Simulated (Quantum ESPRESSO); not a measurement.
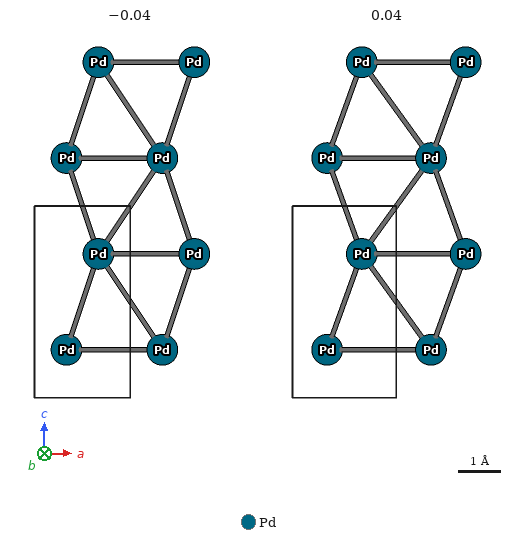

A crystal of Pd (set up in P6_3/mmc), held at several strains, with the atoms relaxed (per unit of the tabulated number the cell is strained by 1.0 along a, 1.0 along [−1 −2 0]). The picture shows the first and the last member. Style: ball-and-stick. Shown: the cell of the calculation, repeated 2 × 1 × 2 with one cell outlined, along the b axis.

Computed with Quantum ESPRESSO 7.5: PBEsol, GBRV 1.5 PBEsol. Settings: plane-wave cutoff 612.3 eV; k-point mesh 11 × 11 × 6; occupations fermi-dirac; smearing width 0.05 eV; no spin polarisation.

| strain | energy (meV/atom) |
| --- | --- |
| −0.04 | −12.30 |
| −0.02 | −23.75 |
| −0.01 | ? |
| 0 | 0.00 |
| 0.01 | 22.29 |
| 0.02 | 50.24 |
| 0.04 | 120.31 |

One row is withheld. What does the calculation give there?

A parabola through three neighbouring rows (−0.02, 0, 0.01) gives, with Lagrange weights, (0.3333)(−23.75) + (1.0000)(0.00) + (−0.3333)(22.29) = −15.35 meV/atom. The calculation gives −15.68 meV/atom. The estimate is 0.33 meV/atom too high. The lowest tabulated energy lies at −0.02, so the unstrained cell isn't a minimum along this strain at this level. From the first member to the last: Pd–Pd 2.672 → 2.895 Å, Pd–Pd 2.782 → 2.855 Å.

The whole series:

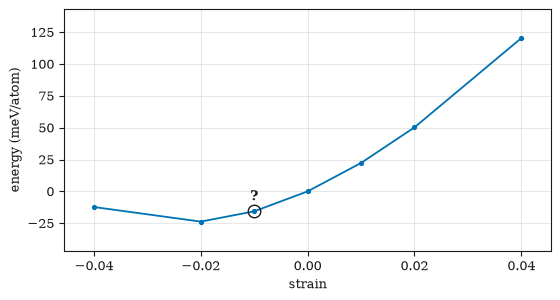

Each member starts from this one structure; whether another phase lies lower wasn't checked.
